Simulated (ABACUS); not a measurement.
Geometry relaxation of GaN (part 1 of 2)

GaN (F-43m, 2 atoms in the cell), computed with Kohn-Sham DFT of a periodic cell, LDA, GBRV ultrasoft 1.5 LDA, no spin polarisation (ABACUS 3.10.1).

The structure derives from a Materials Project entry.

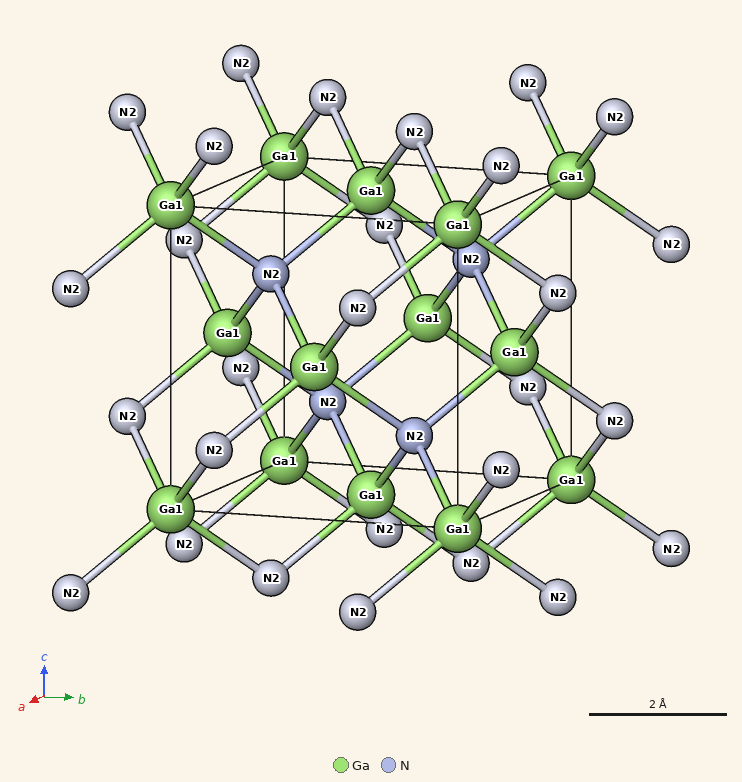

**Figure 1.** The starting structure (ball-and-stick view of the cell 4 times as large as that of the calculation, set on its symmetry axes, seen slightly off an axis; neighbours outside the cell are drawn fainter; atoms are numbered from 1 in the order of the input). Near neighbours in the crystal (not all of them lie inside the picture): Ga has 4 N at 1.95 Å; N has 4 Ga at 1.95 Å.

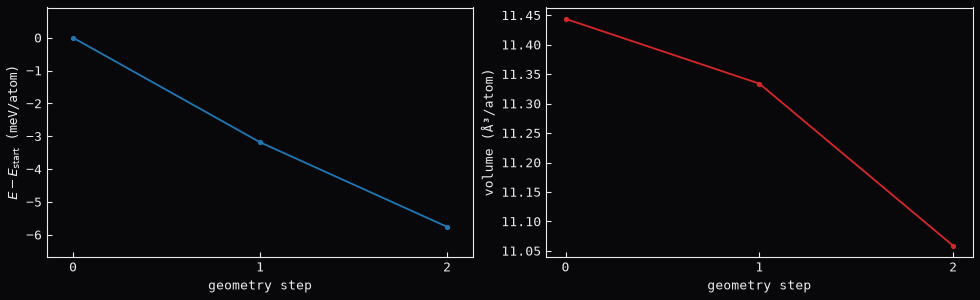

**Figure 2.** Progress of the relaxation, step by step (steps are counted from 0).

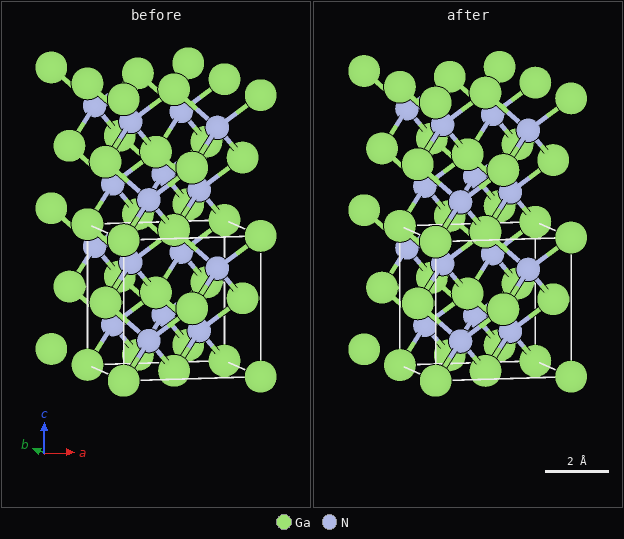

**Figure 3.** Before (left) and after (right) the relaxation, at one scale (ball-and-stick view of the cell 4 times as large as that of the calculation, set on its symmetry axes, repeated 1 × 2 × 2, seen slightly off an axis). After 2 geometry steps the energy has fallen by 5.8 meV per atom. All forces vanish by symmetry, so only the cell relaxes. The pressure goes from −6.31 to 0.18 GPa. The atoms keep their places relative to the cell (all moves are under 0.005 Å). The volume changes by −3.4 %, with a = b = c 4.507 → 4.456 Å (−1.1 %). Distances before and after: Ga1–N2 1.952 → 1.929 Å. The space group stays F-43m (No. 216). (Atoms are counted from 1 in the order of the input.)

The input that produced these results follows, with the program's output.

## Input file
```python
"""Relaxation by an ASE optimiser with ABACUS as a small file-based calculator."""
import re
import subprocess
import spglib
from ase import Atoms
import numpy as np
from ase.calculators.calculator import Calculator, all_changes
from ase.filters import FrechetCellFilter
from ase.io import read
from ase.optimize import LBFGS
from ase.stress import full_3x3_to_voigt_6_stress
from ase.units import Bohr, GPa

atoms = read("GaN.cif")
cell, frac, numbers = spglib.standardize_cell((atoms.cell[:], atoms.get_scaled_positions(), atoms.numbers), to_primitive=True, symprec=1e-4)
atoms = Atoms(numbers=numbers, cell=cell, scaled_positions=frac, pbc=True)  # the primitive cell
atoms = atoms[(-atoms.numbers).argsort(kind="stable")]  # ABACUS lists atoms element by element
pseudo = {'Ga': 'ga_lda_v1.4.uspp.F.UPF', 'N': 'n_lda_v1.2.uspp.F.UPF'}
orbital = {}
magmoms = None
kmesh = [8, 8, 8]
params = {
    'suffix': 'GaN',
    'calculation': 'scf',
    'basis_type': 'pw',
    'pseudo_dir': './',
    'symmetry': 1,
    'dft_functional': 'pz',
    'ecutwfc': 40,
    'pseudo_rcut': 10,
    'nspin': 1,
    'nbands': 16,
    'ks_solver': 'dav',
    'smearing_method': 'fd',
    'smearing_sigma': 0.00367493,
    'scf_thr': 1e-08,
    'scf_nmax': 100,
    'mixing_type': 'broyden',
    'mixing_beta': 0.7,
    'cal_force': 1,
    'cal_stress': 1,
    'ecutrho': 320,
    'kpar': 4,
}


def write_input(atoms):
    symbols = atoms.get_chemical_symbols()
    elements = list(dict.fromkeys(symbols))
    lines = ["ATOMIC_SPECIES"] + [f"{e} {atoms.get_masses()[symbols.index(e)]:.4f} {pseudo[e]}" for e in elements]
    if orbital:
        lines += ["", "NUMERICAL_ORBITAL"] + [orbital[e] for e in elements]
    lines += ["", "LATTICE_CONSTANT", f"{1 / Bohr:.10f}", "", "LATTICE_VECTORS"]
    lines += [" ".join(f"{x:.10f}" for x in v) for v in atoms.cell]
    lines += ["", "ATOMIC_POSITIONS", "Direct"]
    for e in elements:
        lines += ["", e, "0.0", str(symbols.count(e))]
        for i, p in enumerate(atoms.get_scaled_positions(wrap=False)):
            if symbols[i] == e:
                mag = "" if magmoms is None else " mag " + " ".join(str(x) for x in (magmoms[i] if isinstance(magmoms[i], list) else [magmoms[i]]))
                lines.append(" ".join(f"{x:.10f}" for x in p) + " 1 1 1" + mag)
    open("STRU", "w").write("\n".join(lines) + "\n")
    open("KPT", "w").write("K_POINTS\n0\nGamma\n%d %d %d 0 0 0\n" % tuple(kmesh))
    open("INPUT", "w").write("INPUT_PARAMETERS\n" + "".join(f"{k:<20s}{v}\n" for k, v in params.items()))


class Abacus(Calculator):
    implemented_properties = ["energy", "free_energy", "forces", "stress"]

    def calculate(self, atoms=None, properties=("energy",), system_changes=all_changes):
        super().calculate(atoms, properties, system_changes)
        write_input(self.atoms)
        subprocess.run(['mpirun', '-np', '4', 'abacus'], check=True)
        log = open("OUT.GaN/running_scf.log").read()
        if "charge density convergence is achieved" not in log:
            raise RuntimeError("SCF not converged")
        rows = lambda title, n: np.array([l.split()[-3:] for l in log.split(title)[-1].split("\n")[2:2 + n]], float)
        energy = float(re.findall(r"FINAL_ETOT_IS (\S+)", log)[-1])
        stress = -rows("TOTAL-STRESS", 3) / 10 * GPa  # ABACUS prints kbar, compression positive
        self.results = dict(energy=energy, free_energy=energy, forces=rows("TOTAL-FORCE", len(self.atoms)), stress=full_3x3_to_voigt_6_stress(stress))


atoms.calc = Abacus()
opt = LBFGS(FrechetCellFilter(atoms), logfile="opt.log", trajectory="relax.traj")
print("optimiser converged:", opt.run(fmax=0.03, steps=60))
```

## File GaN.cif
```
data_GaN
_cell_length_a 4.50700122
_cell_length_b 4.50700122
_cell_length_c 4.50700122
_cell_angle_alpha 90.00000000
_cell_angle_beta 90.00000000
_cell_angle_gamma 90.00000000
_space_group_name_H-M_alt 'F-43m'
_space_group_name_Hall 'F -4 2 3'
_space_group_IT_number 216
loop_
_space_group_symop_operation_xyz
'x,y,z'
'y,-x,-z'
'-x,-y,z'
'-y,x,-z'
'x,-y,-z'
'y,x,z'
'-x,y,-z'
'-y,-x,z'
'z,x,y'
'-z,y,-x'
'z,-x,-y'
'-z,-y,x'
'-z,x,-y'
'z,y,x'
'-z,-x,y'
'z,-y,-x'
'y,z,x'
'-x,-z,y'
'-y,z,-x'
'x,-z,-y'
'-y,-z,x'
'x,z,y'
'y,-z,-x'
'-x,z,-y'
'x,y+1/2,z+1/2'
'y,-x+1/2,-z+1/2'
'-x,-y+1/2,z+1/2'
'-y,x+1/2,-z+1/2'
'x,-y+1/2,-z+1/2'
'y,x+1/2,z+1/2'
'-x,y+1/2,-z+1/2'
'-y,-x+1/2,z+1/2'
'z,x+1/2,y+1/2'
'-z,y+1/2,-x+1/2'
'z,-x+1/2,-y+1/2'
'-z,-y+1/2,x+1/2'
'-z,x+1/2,-y+1/2'
'z,y+1/2,x+1/2'
'-z,-x+1/2,y+1/2'
'z,-y+1/2,-x+1/2'
'y,z+1/2,x+1/2'
'-x,-z+1/2,y+1/2'
'-y,z+1/2,-x+1/2'
'x,-z+1/2,-y+1/2'
'-y,-z+1/2,x+1/2'
'x,z+1/2,y+1/2'
'y,-z+1/2,-x+1/2'
'-x,z+1/2,-y+1/2'
'x+1/2,y,z+1/2'
'y+1/2,-x,-z+1/2'
'-x+1/2,-y,z+1/2'
'-y+1/2,x,-z+1/2'
'x+1/2,-y,-z+1/2'
'y+1/2,x,z+1/2'
'-x+1/2,y,-z+1/2'
'-y+1/2,-x,z+1/2'
'z+1/2,x,y+1/2'
'-z+1/2,y,-x+1/2'
'z+1/2,-x,-y+1/2'
'-z+1/2,-y,x+1/2'
'-z+1/2,x,-y+1/2'
'z+1/2,y,x+1/2'
'-z+1/2,-x,y+1/2'
'z+1/2,-y,-x+1/2'
'y+1/2,z,x+1/2'
'-x+1/2,-z,y+1/2'
'-y+1/2,z,-x+1/2'
'x+1/2,-z,-y+1/2'
'-y+1/2,-z,x+1/2'
'x+1/2,z,y+1/2'
'y+1/2,-z,-x+1/2'
'-x+1/2,z,-y+1/2'
'x+1/2,y+1/2,z'
'y+1/2,-x+1/2,-z'
'-x+1/2,-y+1/2,z'
'-y+1/2,x+1/2,-z'
'x+1/2,-y+1/2,-z'
'y+1/2,x+1/2,z'
'-x+1/2,y+1/2,-z'
'-y+1/2,-x+1/2,z'
'z+1/2,x+1/2,y'
'-z+1/2,y+1/2,-x'
'z+1/2,-x+1/2,-y'
'-z+1/2,-y+1/2,x'
'-z+1/2,x+1/2,-y'
'z+1/2,y+1/2,x'
'-z+1/2,-x+1/2,y'
'z+1/2,-y+1/2,-x'
'y+1/2,z+1/2,x'
'-x+1/2,-z+1/2,y'
'-y+1/2,z+1/2,-x'
'x+1/2,-z+1/2,-y'
'-y+1/2,-z+1/2,x'
'x+1/2,z+1/2,y'
'y+1/2,-z+1/2,-x'
'-x+1/2,z+1/2,-y'
loop_
_atom_site_label
_atom_site_type_symbol
_atom_site_symmetry_multiplicity
_atom_site_Wyckoff_symbol
_atom_site_fract_x
_atom_site_fract_y
_atom_site_fract_z
_atom_site_occupancy
Ga1 Ga 4 a 0.0000000000 0.0000000000 0.0000000000 1
N1 N 4 d 0.2500000000 0.2500000000 0.7500000000 1
```

## File INPUT
```
INPUT_PARAMETERS
suffix              GaN
calculation         scf
basis_type          pw
pseudo_dir          ./
symmetry            1
dft_functional      pz
ecutwfc             40
pseudo_rcut         10
nspin               1
nbands              16
ks_solver           dav
smearing_method     fd
smearing_sigma      0.00367493
scf_thr             1e-08
scf_nmax            100
mixing_type         broyden
mixing_beta         0.7
cal_force           1
cal_stress          1
ecutrho             320
kpar                4
```

## File STRU
```
ATOMIC_SPECIES
Ga 69.7230 ga_lda_v1.4.uspp.F.UPF
N 14.0070 n_lda_v1.2.uspp.F.UPF

LATTICE_CONSTANT
1.8897261258

LATTICE_VECTORS
0.0000000000 2.2279309559 2.2279309559
2.2279309559 0.0000000000 2.2279309559
2.2279309559 2.2279309559 0.0000000000

ATOMIC_POSITIONS
Direct

Ga
0.0
1
0.0000000000 0.0000000000 -0.0000000000 1 1 1

N
0.0
1
0.7500000000 0.7500000000 0.7500000000 1 1 1
```

## File KPT
```
K_POINTS
0
Gamma
8 8 8 0 0 0
```

Command:
```bash
OMP_NUM_THREADS=1 python run_abacus.py > log
```

## Log
```
ABACUS v3.10.1

               Atomic-orbital Based Ab-initio Computation at UStc

 ------------------------------------------------------------------------------------

 READING GENERAL INFORMATION
                           global_out_dir = OUT.GaN/
                           global_in_card = INPUT
                               pseudo_dir = ./
                              orbital_dir =
                                    DSIZE = 4
                                    GSIZE = 1

 READING UNITCELL INFORMATION
                                    ntype = 2
                  lattice constant (Bohr) = 1.88973
              lattice constant (Angstrom) = 1

 READING ATOM TYPE 1
                               atom label = Ga
                      L=0, number of zeta = 1
                      L=1, number of zeta = 1
                      L=2, number of zeta = 1
             number of atom for this type = 1

 READING ATOM TYPE 2
                               atom label = N
                      L=0, number of zeta = 1
                      L=1, number of zeta = 1
                      L=2, number of zeta = 1
             number of atom for this type = 1

                        TOTAL ATOM NUMBER = 2
DIRECT COORDINATES
    atom                   x                   y                   z     mag                  vx                  vy                  vz
taud_Ga1            0.0000000000        0.0000000000        0.0000000000  0.0000        0.0000000000        0.0000000000        0.0000000000
taud_N1            0.7500000000        0.7500000000        0.7500000000  0.0000        0.0000000000        0.0000000000        0.0000000000

                          Volume (Bohr^3) = 149.256
                             Volume (A^3) = 22.1174

 Lattice vectors: (Cartesian coordinate: in unit of a_0)
                   +0            +2.22793            +2.22793
             +2.22793                  +0            +2.22793
             +2.22793            +2.22793                  +0
 Reciprocal vectors: (Cartesian coordinate: in unit of 2 pi/a_0)
            -0.224423           +0.224423           +0.224423
            +0.224423           -0.224423           +0.224423
            +0.224423           +0.224423           -0.224423
 The esolver type has been set to : ksdft_pw

                PAO radial cut off (Bohr) = 10

 Read in pseudopotential file is ga_lda_v1.4.uspp.F.UPF
                     pseudopotential type = US
          exchange-correlation functional = PZ
                 nonlocal core correction = 1
                        valence electrons = 19
                                     lmax = 2
                           number of zeta = 4
                     number of projectors = 6
                           L of projector = 0
                           L of projector = 0
                           L of projector = 1
                           L of projector = 1
                           L of projector = 2
                           L of projector = 2
                PAO radial cut off (Bohr) = 10

 Read in pseudopotential file is n_lda_v1.2.uspp.F.UPF
                     pseudopotential type = US
          exchange-correlation functional = PZ
                 nonlocal core correction = 1
                        valence electrons = 5
                                     lmax = 1
                           number of zeta = 2
                     number of projectors = 4
                           L of projector = 0
                           L of projector = 0
                           L of projector = 1
                           L of projector = 1
     initial pseudo atomic orbital number = 16

 SETUP THE ELECTRONS NUMBER
            electron number of element Ga = 19
      total electron number of element Ga = 19
             electron number of element N = 5
       total electron number of element N = 5
            AUTOSET number of electrons:  = 24
                           occupied bands = 12
                                   NBANDS = 16
                                   NLOCAL = 18

%%%%%%%%%%%%%%%%%%%%%%%%%%%%%%%%%%%%%%%%%%%%%%%%%%%%%%%%%%%%%%%%%%%%%%%%%%%%%%%%%%%%%%%%%%%%%%%%%%%%%%%%%%
 Warning: the number of valence electrons in pseudopotential > 3 for Ga: [Ar] 3d10 4s2 4p1
 Pseudopotentials with additional electrons can yield (more) accurate outcomes, but may be less efficient.
 If you're confident that your chosen pseudopotential is appropriate, you can safely ignore this warning.
%%%%%%%%%%%%%%%%%%%%%%%%%%%%%%%%%%%%%%%%%%%%%%%%%%%%%%%%%%%%%%%%%%%%%%%%%%%%%%%%%%%%%%%%%%%%%%%%%%%%%%%%%%

 SETUP THE PLANE WAVE BASIS
 energy cutoff for charge/potential (unit:Ry) = 160
            fft grid for charge/potential = [ 24, 24, 24 ]
                        fft grid division = [ 1, 1, 1 ]
        big fft grid for charge/potential = [ 36, 36, 36 ]
                                     nbxx = 46656
                                     nrxx = 13824

 SETUP PLANE WAVES FOR CHARGE/POTENTIAL
                    number of plane waves = 5029
                         number of sticks = 379

 PARALLEL PW FOR CHARGE/POTENTIAL
     PROC   COLUMNS(POT)             PW
        1            379           5029
 --------------- sum -------------------
        1            379           5029
                            number of |g| = 97
                                  max |g| = 14.2535
                                  min |g| = 0

 energy cutoff for dense charge/potential (unit:Ry) = 320
      fft grid for dense charge/potential = [ 36, 36, 36 ]
                                     nrxx = 46656

 SETUP PLANE WAVES FOR dense CHARGE/POTENTIAL
                    number of plane waves = 14331
                         number of sticks = 769

 PARALLEL PW FOR dense CHARGE/POTENTIAL
     PROC   COLUMNS(POT)             PW
        1            769          14331
 --------------- sum -------------------
        1            769          14331
                            number of |g| = 193
                                  max |g| = 28.7589
                                  min |g| = 0

----------- Double Check Mixing Parameters Begin ------------
mixing_type: broyden
mixing_beta: 0.7
mixing_gg0: 1
mixing_gg0_min: 0.1
mixing_ndim: 8
----------- Double Check Mixing Parameters End ------------

 LATTICE VECTORS: (CARTESIAN COORDINATE: IN UNIT OF A0)
                   +0            +2.22793            +2.22793
             +2.22793                  +0            +2.22793
             +2.22793            +2.22793                  +0
                       right hand lattice = 1
                                   NORM_A = 3.15077
                                   NORM_B = 3.15077
                                   NORM_C = 3.15077
                           ALPHA (DEGREE) = 60
                           BETA  (DEGREE) = 60
                           GAMMA (DEGREE) = 60

 The lattice vectors have been changed (STRU_SIMPLE.cif)

(for optimal symmetric configuration:)
                             BRAVAIS TYPE = 3
                     BRAVAIS LATTICE NAME = 03. Cubic F (face-centered)
                                    ibrav = 3
                                    IBRAV = 3
                                  BRAVAIS = FACE CENTERED CUBIC
                       LATTICE CONSTANT A = 4.45586
Original cell was already a primitive cell.
                        ROTATION MATRICES = 48
              PURE POINT GROUP OPERATIONS = 24
                   SPACE GROUP OPERATIONS = 24
                                       C2 = 3
                                       C3 = 8
                                       C4 = 0
                                       C6 = 0
                                       S1 = 6
                                       S3 = 0
                                       S4 = 6
                                       S6 = 0
                              POINT GROUP = T_d
                                       C2 = 3
                                       C3 = 8
                                       C4 = 0
                                       C6 = 0
                                       S1 = 6
                                       S3 = 0
                                       S4 = 6
                                       S6 = 0
               POINT GROUP IN SPACE GROUP = T_d
```
